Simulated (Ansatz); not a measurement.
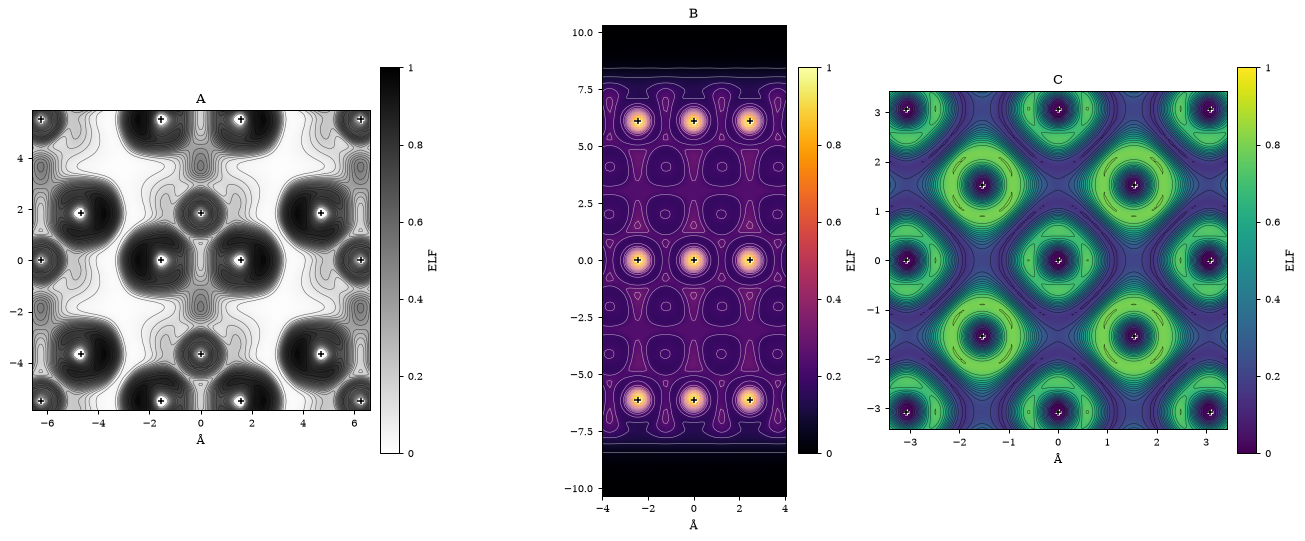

The ELF of 3 systems, each on a plane through atoms (crosses mark nuclei in the plane).

Level of theory: DFT LDA, scalar-relativistic, plane waves, PAW in Ansatz 0.2.0.

System 1: WS$_{2}$, the (110) plane of the conventional cell. Space group P6₃/mmc.

System 2: Cu (slab), the (010) plane of the calculation cell, a cut from vacuum to vacuum. Computed without spin polarisation.

```cif
data_structure
_symmetry_space_group_name_H-M 'P 1'
_symmetry_Int_Tables_number 1
_cell_length_a 2.4610
_cell_length_b 2.4610
_cell_length_c 26.0564
_cell_angle_alpha 90.000
_cell_angle_beta 90.000
_cell_angle_gamma 60.000
_cell_volume 136.67
loop_
_atom_site_label
_atom_site_type_symbol
_atom_site_fract_x
_atom_site_fract_y
_atom_site_fract_z
_atom_site_occupancy
Cu1 Cu 0.00000 0.00000 0.26529 1
Cu2 Cu 0.33333 0.33333 0.34323 1
Cu3 Cu 0.66667 0.66667 0.42153 1
Cu4 Cu 0.00000 0.00000 0.50000 1
Cu5 Cu 0.33333 0.33333 0.57847 1
Cu6 Cu 0.66667 0.66667 0.65677 1
Cu7 Cu 0.00000 0.00000 0.73471 1
```

System 3: TaN, the (110) plane of the calculation cell. Space group Fm-3m; a generated structure, not necessarily the stable one.

```yaml
crystal:
  lattice:
    - [0.00000, 4.34853, 4.34853]
    - [4.34853, 0.00000, 4.34853]
    - [4.34853, 4.34853, 0.00000]
  atoms:
    - { symbol: Ta, position: [0.00000, 0.00000, 0.00000] }
    - { symbol: Ta, position: [0.00000, 0.00000, 0.50000] }
    - { symbol: Ta, position: [0.00000, 0.50000, 0.00000] }
    - { symbol: Ta, position: [0.00000, 0.50000, 0.50000] }
    - { symbol: Ta, position: [0.50000, 0.00000, 0.00000] }
    - { symbol: Ta, position: [0.50000, 0.00000, 0.50000] }
    - { symbol: Ta, position: [0.50000, 0.50000, 0.00000] }
    - { symbol: Ta, position: [0.50000, 0.50000, 0.50000] }
    - { symbol: N, position: [0.25000, 0.25000, 0.25000] }
    - { symbol: N, position: [0.25000, 0.25000, 0.75000] }
    - { symbol: N, position: [0.25000, 0.75000, 0.25000] }
    - { symbol: N, position: [0.25000, 0.75000, 0.75000] }
    - { symbol: N, position: [0.75000, 0.25000, 0.25000] }
    - { symbol: N, position: [0.75000, 0.25000, 0.75000] }
    - { symbol: N, position: [0.75000, 0.75000, 0.25000] }
    - { symbol: N, position: [0.75000, 0.75000, 0.75000] }
```

### Match each panel to its system.

Panel A is system 1, WS$_{2}$: the plane holds W and S. W–S (2.41 Å): the ELF peaks at about 0.85 in the valence shell of S, 0.8 Å from its nucleus, and is about 0.50 at the midpoint. Panel B is system 2, Cu: the plane holds Cu. Cu–Cu (2.46 Å): the ELF is about 0.25 at the midpoint: no localised pair shows between them. Panel C is system 3, TaN: the plane holds Ta and N. Ta–N (2.17 Å): the ELF peaks at about 0.80 in the valence shell of N, 0.7 Å from its nucleus, and is about 0.15 at the midpoint; no shared electron pair shows on this line.
